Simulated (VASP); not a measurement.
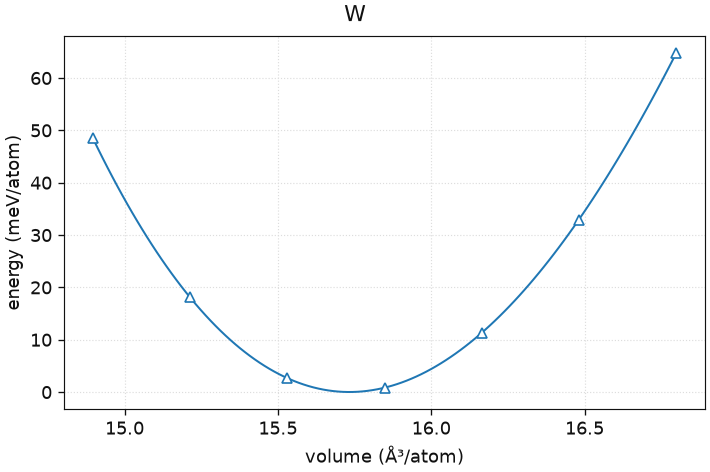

Plotted: energy against volume for W, space group Im-3m (No. 229).

The given structure:
```
CELL_PARAMETERS angstrom
-1.58234 1.58234 1.58234
1.58234 -1.58234 1.58234
1.58234 1.58234 -1.58234
ATOMIC_POSITIONS crystal
W 0.00000 0.00000 0.00000
```

Computed with VASP 6.6.1: plane-wave DFT, no spin polarisation; energies at scaled volumes of the given cell, shape and fractions fixed, counted from the fit's minimum, third-order Birch-Murnaghan fit. Level: PBEsol.

k mesh 12×12×12; occupations Fermi–Dirac; smearing width 0.05 eV; potentials VASP PAW PBE potentials, recommended; wave cutoff 520 eV.

From this curve and the settings, what does the calculation give for the pressure at the same points?

The pressure falls from 19.31 GPa at volume 14.90 Å³/atom to −18.53 GPa at 16.80 Å³/atom, and changes sign near 15.73 Å³/atom.

```json
{"volume (Å³/atom)": "14.90", "pressure (GPa)": "19.31"}
{"volume (Å³/atom)": "15.21", "pressure (GPa)": "11.36"}
{"volume (Å³/atom)": "15.53", "pressure (GPa)": "4.16"}
{"volume (Å³/atom)": "15.85", "pressure (GPa)": "-2.37"}
{"volume (Å³/atom)": "16.16", "pressure (GPa)": "-8.30"}
{"volume (Å³/atom)": "16.48", "pressure (GPa)": "-13.67"}
{"volume (Å³/atom)": "16.80", "pressure (GPa)": "-18.53"}
```
